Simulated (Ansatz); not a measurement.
# Run report: Al₂Pt, geometry relaxation

Al₂Pt (3 atoms in the cell), computed with DFT PBEsol, scalar-relativistic, plane waves, PAW, no spin polarisation (Ansatz 0.2.0).

The structure derives from an entry of the Crystallography Open Database. Figures and captions count atoms from 1; the log counts them from 0 in places.

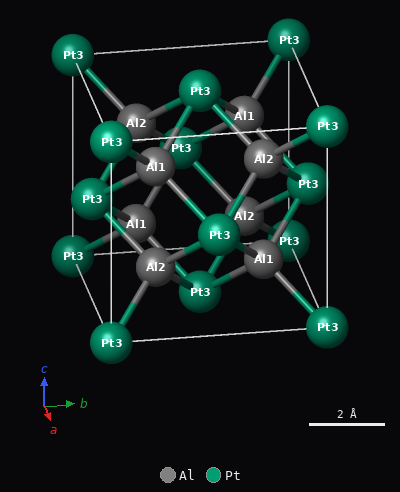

The structure as given in the input (ball-and-stick view of the cell 4 times as large as that of the calculation, set on its symmetry axes, seen at an oblique angle; atoms are numbered from 1 in the order of the input). An atom can appear more than once, as a periodic image.

The input
```yaml
crystal:
  lattice:
    - [0.0, 2.955, 2.955]
    - [2.955, 0.0, 2.955]
    - [2.955, 2.955, 0.0]
  atoms:
    - { symbol: Al, position: [0.25, 0.25, 0.25] }
    - { symbol: Al, position: [0.75, 0.75, 0.75] }
    - { symbol: Pt, position: [0.0, 0.0, 0.0] }
basis:
  ecutwfc: 420
kpoints:
  mp_grid: { grid: [12, 12, 12] }
hamiltonian:
  xc: pbesol
scf:
  occupations: { method: gaussian, width: 0.1 }
output:
  forces: true
  stress: true
  eigenvalues: true
  write_density: true
  write_potential: true
  elf: true
  volumetric_format: npy
relax:
  adjacent_minimum: "off"
  f_tol: 0.005
  max_steps: 80
  cell: { stress_tol: 0.05 }
```

Command:
```bash
ansatz run input.yaml --threads 1 --pin off --max-ram 2560MiB --backend cpu --events-out ev --progress --plain --runs-dir out
```

Output
```
Engine: ansatz 0.2.0, aarch64-unknown-linux-gnu
Pseudopotentials: kind: paw
Pseudopotential: Al, paw, valence charge 3, recommended cutoff 420 eV (normal), Al.paw.azcp
Pseudopotential: Pt, paw, valence charge 18, recommended cutoff 420 eV (normal), Pt.paw.azcp
Functional definition: PBEsol
  exchange = pbesol_x
  correlation = pbesol_c
Crystal: 3 atoms, lattice volume = 51.606 Å³
Basis set: ecut = 420 eV, 965 PW (Γ), exchange–correlation on 60×60×60 points (8 copies of the dense FFT grid, shifted against one another)
Bands: 16, of which v1, the nominal top of the filled ones, is band 12 counted from 1 (11 counted from 0)
Symmetry: 48 space group operations
Space group: Fm-3m (ITA 225), of the structure as read, at distance tolerance 3.7e-5 Å
k-points: 72 of 1728
Non-local potential: Al, projectors of the file, l = 0: 2, l = 1: 2, l = 2: 1
Non-local potential: Pt, projectors of the file, l = 0: 3, l = 1: 2, l = 2: 2, l = 3: 1
PAW form: soft (Blöchl's): semilocal exchange-correlation on the pseudo side does not see the compensation charge
PAW frozen core: Al, regenerated for the run's functional, and the local potential with it (the file was generated under x = pbe(κ = 0.804, μ = 0.2195149727645171), c = pbe(β = 0.06672455060314922))
PAW frozen core: Pt, regenerated for the run's functional, and the local potential with it (the file was generated under x = pbe(κ = 0.804, μ = 0.2195149727645171), c = pbe(β = 0.06672455060314922))
PAW one-centre angular grid: Al, 110 points (default); XC on 64 Gauss nodes
PAW one-centre angular grid: Pt, 590 points (default); XC on 64 Gauss nodes
Initial density: superposition of atomic densities (neutral atoms: chi_scale 0, normalization atom), corrected by the library's trained network
Initial wavefunctions: pseudopotential atomic-orbital guess
Functional: x = pbesol(κ = 0.804, μ = 0.12345679012345678), c = pbesol(β = 0.046)
SCF iter   1: F=—  HF=-13435.514859 eV  |F-HF|=—  |Δ(HF+E_count)|=         —  Δρ=2.24e-3  dr2=3.41e-3  ethr=1.77e-3  ⟨swp⟩=5.2  Hψ=5981  notcnv=0
preconditioner: auto → Kerker (q_TF=auto, 2.401 Å⁻¹)  [metal: Δε(μ)=0.033 eV  Ē_g=8.298 eV  σ=0.100 eV  W_gap=0.18  n_scr=14 (ndim 8)  ℏωp=20.7 eV  f_vac=0.001  D(μ)=1.17/eV (n_scr^D=8)]
SCF iter   2: F=—  HF=-13435.514581 eV  |F-HF|=—  |Δ(HF+E_count)|=   2.78e-4  Δρ=8.04e-4  dr2=2.86e-4  ethr=1.42e-5  ⟨swp⟩=2.4  Hψ=2153  notcnv=0
SCF iter   3: F=—  HF=-13435.514568 eV  |F-HF|=—  |Δ(HF+E_count)|=   1.34e-5  Δρ=3.21e-4  dr2=4.84e-5  ethr=1.19e-6  ⟨swp⟩=1.9  Hψ=1454  notcnv=0
SCF iter   4: F=—  HF=-13435.514549 eV  |F-HF|=—  |Δ(HF+E_count)|=   1.85e-5  Δρ=6.91e-5  dr2=4.33e-6  ethr=2.02e-7  ⟨swp⟩=2.5  Hψ=1916  notcnv=0
SCF iter   5: F=—  HF=-13435.514550 eV  |F-HF|=—  |Δ(HF+E_count)|=   9.76e-7  Δρ=1.77e-5  dr2=2.52e-7  ethr=1.80e-8  ⟨swp⟩=2.1  Hψ=1555  notcnv=0
SCF iter   6: F=-13435.514550 eV  HF=-13435.514550 eV  |F-HF|=9.56e-9  |Δ(HF+E_count)|=   2.23e-8  Δρ=5.47e-6  dr2=1.73e-8  ethr=4.17e-10  ⟨swp⟩=8.9  Hψ=6776  notcnv=0
SCF 1 converged in 6 iterations: F = -13435.514550 eV  dr2 = 1.73e-8
  greatest PAW one-centre occupation: 1.000 electrons in one spin orbital (limit 2), on the Pt atom at site 2 (counted from 0), in its partial waves of l = 0
relax step   1: F+E_penalty+E_count = -13435.51454999 eV  Δ(F+E_penalty+E_count) = +0.000e0 eV  max|allowed force component| = 9.252e-18 eV/Å  Δτ_max = 0.0000 Å  P = -0.943 GPa  Ω = 51.606 Å³  (6 SCF iters, dr2 threshold 1.00e-7 eV, accepted)
Crystal: 3 atoms, lattice volume = 51.141 Å³
Initial density: handed on by an earlier stage of this run
Initial wavefunctions: those handed on with the density
iter 1 solved again at ethr=2.26e-6 eV; its pass at ethr=3.10e-3 eV (dr2=5.41e-4 eV) is discarded
SCF iter   1: F=—  HF=-13435.515822 eV  |F-HF|=—  |Δ(HF+E_count)|=         —  Δρ=9.36e-4  dr2=6.43e-4  ethr=2.26e-6  ⟨swp⟩=2.0  Hψ=6713  notcnv=0
preconditioner: auto → Kerker (q_TF=auto, 2.405 Å⁻¹)  [metal: Δε(μ)=0.035 eV  Ē_g=8.370 eV  σ=0.100 eV  W_gap=0.20  n_scr=14 (ndim 8)  ℏωp=20.8 eV  f_vac=0.000  D(μ)=1.17/eV (n_scr^D=8)]
SCF iter   2: F=—  HF=-13435.515670 eV  |F-HF|=—  |Δ(HF+E_count)|=   1.51e-4  Δρ=3.58e-4  dr2=3.76e-5  ethr=2.26e-6  ⟨swp⟩=2.3  Hψ=1633  notcnv=0
SCF iter   3: F=—  HF=-13435.515640 eV  |F-HF|=—  |Δ(HF+E_count)|=   3.02e-5  Δρ=1.63e-4  dr2=8.23e-6  ethr=1.56e-7  ⟨swp⟩=1.5  Hψ=1447  notcnv=0
SCF iter   4: F=—  HF=-13435.515639 eV  |F-HF|=—  |Δ(HF+E_count)|=   4.78e-7  Δρ=2.71e-5  dr2=7.08e-7  ethr=3.43e-8  ⟨swp⟩=2.0  Hψ=1912  notcnv=0
SCF iter   5: F=-13435.515640 eV  HF=-13435.515640 eV  |F-HF|=7.88e-9  |Δ(HF+E_count)|=   8.58e-8  Δρ=9.20e-6  dr2=4.53e-8  ethr=1.25e-9  ⟨swp⟩=8.2  Hψ=6870  notcnv=0
SCF 2 converged in 5 iterations: F = -13435.515640 eV  dr2 = 4.53e-8
relax step   2: F+E_penalty+E_count = -13435.51563955 eV  Δ(F+E_penalty+E_count) = -1.090e-3 eV  max|allowed force component| = 1.110e-16 eV/Å  Δτ_max = 0.0000 Å  P = +0.304 GPa  Ω = 51.141 Å³  energy of the carried Pulay correction = +1.470e-4 eV  (5 SCF iters, dr2 threshold 3.00e-7 eV, accepted)
Crystal: 3 atoms, lattice volume = 51.254 Å³
iter 1 solved again at ethr=1.22e-7 eV; its pass at ethr=3.10e-3 eV (dr2=2.93e-5 eV) is discarded
SCF iter   1: F=—  HF=-13435.515741 eV  |F-HF|=—  |Δ(HF+E_count)|=         —  Δρ=2.24e-4  dr2=3.69e-5  ethr=1.22e-7  ⟨swp⟩=2.0  Hψ=6519  notcnv=0
preconditioner: auto → Kerker (q_TF=auto, 2.404 Å⁻¹)  [metal: Δε(μ)=0.036 eV  Ē_g=8.364 eV  σ=0.100 eV  W_gap=0.20  n_scr=14 (ndim 8)  ℏωp=20.7 eV  f_vac=0.000  D(μ)=1.17/eV (n_scr^D=8)]
SCF iter   2: F=—  HF=-13435.515710 eV  |F-HF|=—  |Δ(HF+E_count)|=   3.11e-5  Δρ=8.88e-5  dr2=2.25e-6  ethr=1.22e-7  ⟨swp⟩=2.3  Hψ=1650  notcnv=0
SCF iter   3: F=—  HF=-13435.515709 eV  |F-HF|=—  |Δ(HF+E_count)|=   4.17e-7  Δρ=3.94e-5  dr2=4.43e-7  ethr=9.64e-10  ⟨swp⟩=9.2  Hψ=7780  notcnv=0
SCF iter   4: F=-13435.515709 eV  HF=-13435.515709 eV  |F-HF|=1.21e-9  |Δ(HF+E_count)|=   4.11e-8  Δρ=5.78e-6  dr2=2.93e-8  ethr=9.64e-10  ⟨swp⟩=8.4  Hψ=7055  notcnv=0
SCF 3 converged in 4 iterations: F = -13435.515709 eV  dr2 = 2.93e-8
relax step   3: F+E_penalty+E_count = -13435.51570922 eV  Δ(F+E_penalty+E_count) = -6.966e-5 eV  max|allowed force component| = 1.156e-16 eV/Å  Δτ_max = 0.0000 Å  P = -0.004 GPa  Ω = 51.254 Å³  energy of the carried Pulay correction = +1.113e-4 eV  (4 SCF iters, dr2 threshold 2.31e-7 eV, accepted)
Initial wavefunctions: pseudopotential atomic-orbital guess (no wavefunctions were taken with the density)
iter 1 solved again at ethr=3.35e-8 eV; its pass at ethr=3.10e-3 eV (dr2=8.05e-6 eV) is discarded
SCF iter   1: F=—  HF=-13435.515627 eV  |F-HF|=—  |Δ(HF+E_count)|=         —  Δρ=1.21e-5  dr2=3.89e-8  ethr=3.35e-8  ⟨swp⟩=3.8  Hψ=9419  notcnv=0
preconditioner: auto → Kerker (q_TF=auto, 2.404 Å⁻¹)  [metal: Δε(μ)=0.036 eV  Ē_g=8.363 eV  σ=0.100 eV  W_gap=0.20  n_scr=14 (ndim 8)  ℏωp=20.7 eV  f_vac=0.000  D(μ)=1.17/eV (n_scr^D=8)]
SCF iter   2: F=—  HF=-13435.515607 eV  |F-HF|=—  |Δ(HF+E_count)|=   2.02e-5  Δρ=6.93e-6  dr2=1.96e-8  ethr=1.62e-10  ⟨swp⟩=2.1  Hψ=1790  notcnv=0
SCF iter   3: F=—  HF=-13435.515607 eV  |F-HF|=—  |Δ(HF+E_count)|=   2.87e-9  Δρ=1.63e-6  dr2=1.94e-9  ethr=8.16e-11  ⟨swp⟩=1.7  Hψ=1768  notcnv=0
SCF iter   4: F=—  HF=-13435.515607 eV  |F-HF|=—  |Δ(HF+E_count)|=  3.22e-10  Δρ=5.00e-7  dr2=1.50e-10  ethr=8.07e-12  ⟨swp⟩=2.0  Hψ=1568  notcnv=0
SCF iter   5: F=-13435.515607 eV  HF=-13435.515607 eV  |F-HF|=7.28e-12  |Δ(HF+E_count)|=  9.09e-12  Δρ=1.49e-7  dr2=8.59e-12  ethr=1.00e-12  ⟨swp⟩=6.1  Hψ=5118  notcnv=0
SCF 4 converged in 5 iterations: F = -13435.515607 eV  dr2 = 8.59e-12
relax step   4: F+E_penalty+E_count = -13435.51560673 eV  Δ(F+E_penalty+E_count) = +1.025e-4 eV  max|allowed force component| = 1.018e-16 eV/Å  Δτ_max = 0.0000 Å  P = -0.005 GPa  Ω = 51.254 Å³  stress off target by 5.13e-3 GPa  SCF on the basis re-selected at this cell (its energy is not comparable with the rows above)  (5 SCF iters)
```

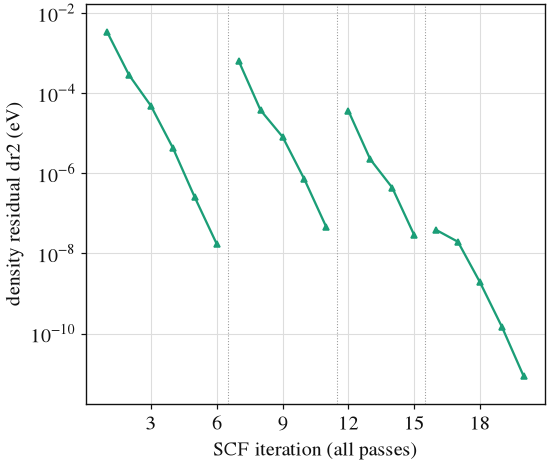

Convergence of the self-consistent field: density residual dr2 against the SCF iteration. The dotted lines part the SCF passes of the relaxation: geometry steps, rejected trials and re-solves on a re-selected basis. The passes take 6, 5, 4 and 5 iterations.

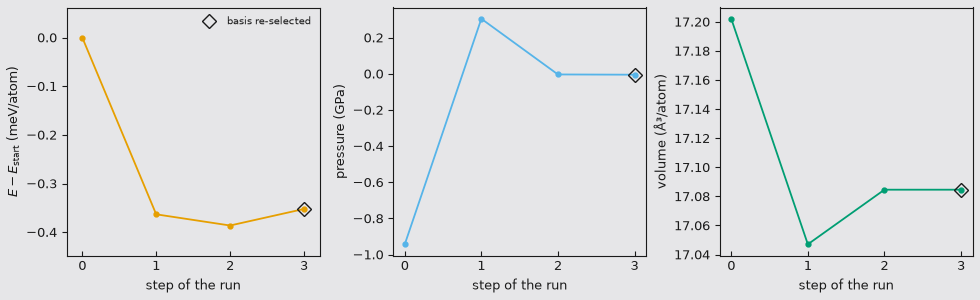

Progress of the relaxation, step by step (the first geometry is step 0 here and step 1 in the log). The atoms keep their places relative to the cell (all moves are under 0.005 Å). Over 2 geometry steps the energy falls by 0.4 meV per atom. All forces vanish by symmetry, so only the cell relaxes. Pressure: −0.94 GPa at the start and −0.01 GPa at the end. A last SCF at the same geometry on a re-selected plane-wave basis shifts the energy by +0.0 meV per atom.

```
basis re-selected at this cell: Δ(F+E_penalty+E_count) = +1.025e-4 eV, ΔP = -0.001 GPa vs the last step (what re-selecting the basis moved, of the pressure what is left beyond the Pulay correction that the steps carried, after the strain that the cell walked since its last selection, with what the two solves' SCF thresholds leave and, on support functions, any second-order correction that the steps lacked; it is no measure of the basis error at this ecutwfc). This SCF's stress stands 5.13e-3 GPa from its target on what of the cell is left free (relax.cell.stress_tol is 5.00e-2 GPa) and its largest allowed force component is 1.02e-16 eV/Å (relax.f_tol is 5.00e-3 eV/Å): within both
SCF converged after 5 iterations
Free energy (F): -13435.515607 eV
Harris-Foulkes:  -13435.515607 eV  (|F-HF|=7.28e-12)
Internal energy: -13435.509752 eV  (E = F + TS)
E sigma→0 (E₀):  -13435.512679 eV
Entropy (-TS):   -0.005855 eV (-1.952 meV/atom)
Fermi energy:    11.408394 eV
--- Per-component energies (eV) ---
  E_band       = -312.141938
  E_kinetic    = 687.682118
  E_local      = -2696.605226  (includes V_loc(G=0)·N_el)
  E_nonlocal   = 220.971461
  E_hartree    = 1069.459533
  E_xc         = -341.284570
  E_vxc        = -363.583360  (∫ρ·V_xc dr)
  E_paw        = -10225.999814  (= ΣΔE_a)
  E_vpaw       = -299.526025  (= ΣTr[D̂ρ^β])
  E_aug_tail   = 0.000178  (compensation charges beyond the density's cutoff)
  E_ewald      = -2150.058691
  E_core_change = 0.325259  (= ΣΔE_core)
  E_smearing   = -0.005855  (= −TS)
  E_closure    = -0.000000  (closes the sum)
  Σ components = -13435.515607   (vs F -13435.515607, Δ=0.00e0)
--- Forces (eV/Å), atoms counted from 1 ---
  atom   1  Al     0.00000000    -0.00000000     0.00000000
  atom   2  Al    -0.00000000     0.00000000    -0.00000000
  atom   3  Pt     0.00000000    -0.00000000    -0.00000000
  max |Σ_I F_I| component: 9.25e-18 eV/Å
--- Stress (GPa, compression-positive) ---
       -0.005133       0.000000       0.000000
        0.000000      -0.005133       0.000000
        0.000000       0.000000      -0.005133
  P = ⅓ Tr σ = -0.0051 GPa (-0.051 kbar)
--- Band table (eV; the first three rows and the last of 72) ---
  k-point 0: bands = ["-87.5372", "-41.7359", "-41.7359", "-41.7359", "1.1050", "6.2853", "6.2853", "6.2853", "7.6474", "7.6474", "14.4176", "15.1798", "15.1798", "15.1798", "16.8437", "16.8437"]
  k-point 1: bands = ["-87.5372", "-41.7360", "-41.7359", "-41.7359", "1.2015", "6.2283", "6.3179", "6.3179", "7.6356", "7.6356", "13.8809", "14.6293", "14.9119", "14.9119", "17.1478", "17.1478"]
  k-point 2: bands = ["-87.5372", "-41.7365", "-41.7360", "-41.7360", "1.4862", "6.0761", "6.4031", "6.4031", "7.6161", "7.6161", "12.1484", "14.3335", "14.3335", "14.8906", "17.1209", "17.1791"]
  k-point 71: bands = ["-87.5371", "-41.7377", "-41.7377", "-41.7368", "5.3418", "5.3418", "5.9469", "6.2357", "7.5623", "8.0910", "8.5822", "8.5822", "10.4860", "16.6193", "16.6193", "17.5037"]
--- Relaxed structure (3 steps of the walk, 3 accepted, 1 SCFs on fresh bases) ---
  F+E_penalty+E_count = -13435.51560673 eV   max|allowed force component| = 1.018e-16 eV/Å   (the final SCF, on the basis selected at the relaxed cell)
  cell:  # Å, volume = 51.2538 Å³
    - [-4.585834829606032e-34, 2.9482572953996775, 2.9482572953996775]
    - [2.9482572953996775, 1.5286116098686778e-34, 2.9482572953996775]
    - [2.9482572953996775, 2.9482572953996775, 3.566760423026913e-34]
  atoms:
    - { symbol: Al, position: [0.25, 0.25, 0.25] }
    - { symbol: Al, position: [0.7500000000000001, 0.7500000000000001, 0.7500000000000001] }
    - { symbol: Pt, position: [6.393062714906396e-36, 1.2163791891193588e-35, -2.5968281293292355e-35] }
```

Trajectory as extended XYZ (Å, eV, eV/Å), 4 frames, from step=1 to step=4
```
3
Lattice="0.0000 2.9550 2.9550 2.9550 0.0000 2.9550 2.9550 2.9550 0.0000" Properties=species:S:1:pos:R:3:forces:R:3 step=1 energy=-13435.51455 pressure_GPa=-0.94
Al    1.4775    1.4775    1.4775    0.0000   0.0000   0.0000
Al    4.4325    4.4325    4.4325    0.0000   0.0000   0.0000
Pt    0.0000    0.0000    0.0000    0.0000   0.0000   0.0000
3
Lattice="0.0000 2.9461 2.9461 2.9461 0.0000 2.9461 2.9461 2.9461 0.0000" Properties=species:S:1:pos:R:3:forces:R:3 step=2 energy=-13435.51564 pressure_GPa=0.30
Al    1.4730    1.4730    1.4730    0.0000   0.0000   0.0000
Al    4.4191    4.4191    4.4191    0.0000   0.0000   0.0000
Pt    0.0000    0.0000    0.0000    0.0000   0.0000   0.0000
3
Lattice="0.0000 2.9483 2.9483 2.9483 0.0000 2.9483 2.9483 2.9483 0.0000" Properties=species:S:1:pos:R:3:forces:R:3 step=3 energy=-13435.51571 pressure_GPa=-0.00
Al    1.4741    1.4741    1.4741    0.0000   0.0000   0.0000
Al    4.4224    4.4224    4.4224    0.0000   0.0000   0.0000
Pt    0.0000    0.0000    0.0000    0.0000   0.0000   0.0000
3
Lattice="0.0000 2.9483 2.9483 2.9483 0.0000 2.9483 2.9483 2.9483 0.0000" Properties=species:S:1:pos:R:3:forces:R:3 step=4 energy=-13435.51561 pressure_GPa=-0.01
Al    1.4741    1.4741    1.4741    0.0000   0.0000   0.0000
Al    4.4224    4.4224    4.4224    0.0000   0.0000   0.0000
Pt    0.0000    0.0000    0.0000    0.0000   0.0000   0.0000
```

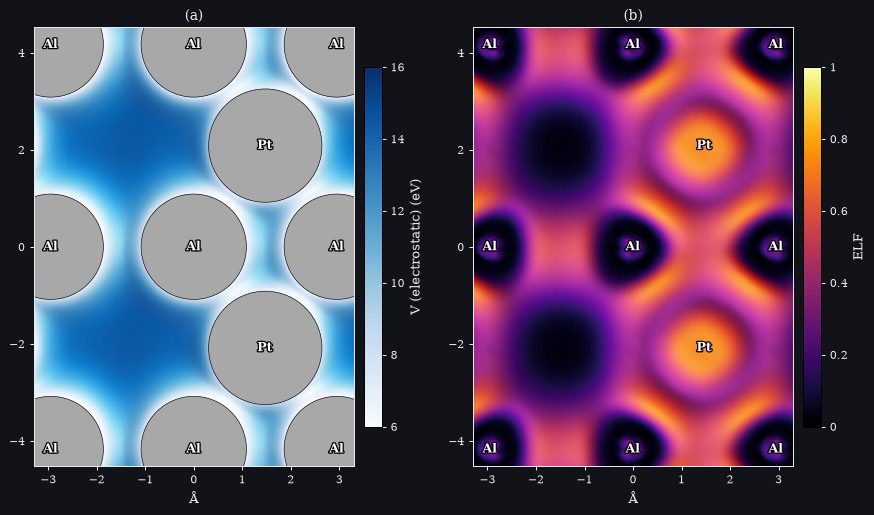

(a) electrostatic potential (local pseudopotential plus Hartree) felt by an electron; (b) ELF on the (101) plane of the conventional cell. Grey discs, where drawn, cover atomic cores. Al–Pt (2.55 Å): the ELF is about 0.50 at the midpoint (no shared electron pair). The strong features right at Pt lie inside the PAW spheres (semicore, d or f shells) and say nothing about bonding. Outside the cores the potential energy rises away from the atoms and is highest about 2.5 Å from the nearest atoms; outside the discs it spans about 9 eV, and its zero is arbitrary. The fields are those of the smooth PAW valence density.

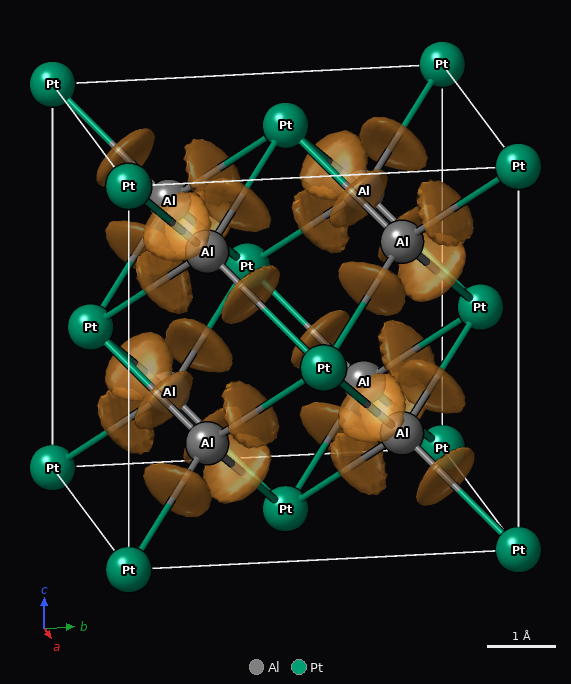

Isosurface of the electron localisation function at 0.6 (orange), seen slightly off an axis. Only the valence region is drawn (cores and ρ < 0.01 e/Å³ removed). Sticks mark near contacts. The outline is the cell set on symmetry axes. Along the contacts the grid gives the following. Al–Pt (2.55 Å): the ELF is about 0.50 at the midpoint (no shared electron pair).

Results in brief

- outcome: converged
- space group (tolerance 0.01 Å): Fm-3m (225)
- electrons treated: 24
- free energy: −13435.5156 eV
- Fermi energy: 11.408 eV
- gap on the k-point mesh: none (metallic)
- pressure: −0.01 GPa
- final volume: 51.25 Å³
- largest force (length of the vector) at the end: under 0.001 eV/Å
- final cell: a = 4.169 Å, b = 4.169 Å, c = 4.169 Å, α = 60.00°, β = 60.00°, γ = 60.00°
- hardware: 1 thread of Arm Neoverse V2, 24 GiB of memory available, shared host
- wall time: 10 s
- peak memory: 0.33 GiB

Notes

Spin–orbit coupling is left out, which matters for Pt.
